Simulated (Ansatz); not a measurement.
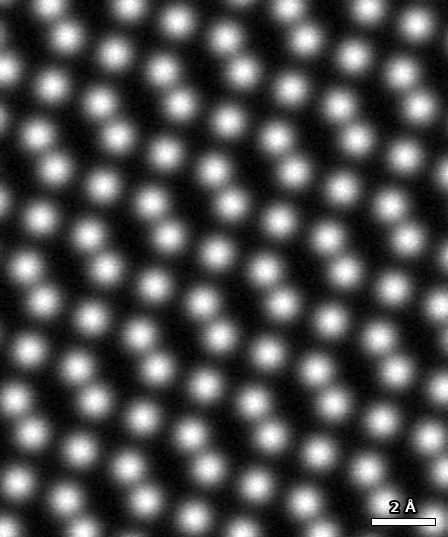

An image along [100] of one of the structures below (computed or model cells, partly hypothetical, each in its standard cell). The image is simulated as a sum over atoms of Z^1.8, blurred by a 0.78 Å probe (no channelling). The probe carries 25 % of its weight in a tail 2.5 times as wide. The display is stretched by a gamma of 0.8; percentages refer to the linear signal. Shot noise and a slight drift were added.

A. Cr
Space group P6/mmm (No. 191). a = 4.254 Å, b = 4.254 Å, c = 2.304 Å, α = 90.00°, β = 90.00°, γ = 120.00°
| atom | site | symmetry | x | y | z |
| --- | --- | --- | --- | --- | --- |
| Cr | 1a | 6/mmm | 0.0000 | 0.0000 | 0.0000 |
| Cr | 2d | -6m2 | 0.3333 | 0.6667 | 0.5000 |

B. Cr
Space group Fd-3m:1 (No. 227). a = 5.612 Å, b = 5.612 Å, c = 5.612 Å, α = 90.00°, β = 90.00°, γ = 90.00°
| atom | site | symmetry | x | y | z |
| --- | --- | --- | --- | --- | --- |
| Cr | 8b | -43m | 0.2500 | 0.2500 | 0.7500 |

C. Cr
Space group P6_3/mmc (No. 194). a = 2.508 Å, b = 2.508 Å, c = 4.528 Å, α = 90.00°, β = 90.00°, γ = 120.00°
```csv
atom,site,symmetry,x,y,z
Cr,2c,-6m2,0.3333,0.6667,0.2500
```

D. Cr
Space group Pm-3m (No. 221). a = 2.319 Å, b = 2.319 Å, c = 2.319 Å, α = 90.00°, β = 90.00°, γ = 90.00°
| atom | site | symmetry | x | y | z |
| --- | --- | --- | --- | --- | --- |
| Cr | 1a | m-3m | 0.0000 | 0.0000 | 0.0000 |

Which structure was imaged?

Answer. A, Cr. Along [100] the projected cells are A 2.30 × 3.68 Å, 90°; B 1.98 × 1.98 Å, 90°; C 2.17 × 4.53 Å, 90°; D 2.32 × 2.32 Å, 90°. The image repeats as A does.

Structure A: the input geometry of an electronic-structure calculation (not necessarily at equilibrium); the starting structure was generated, so it need not be a known form of this composition.
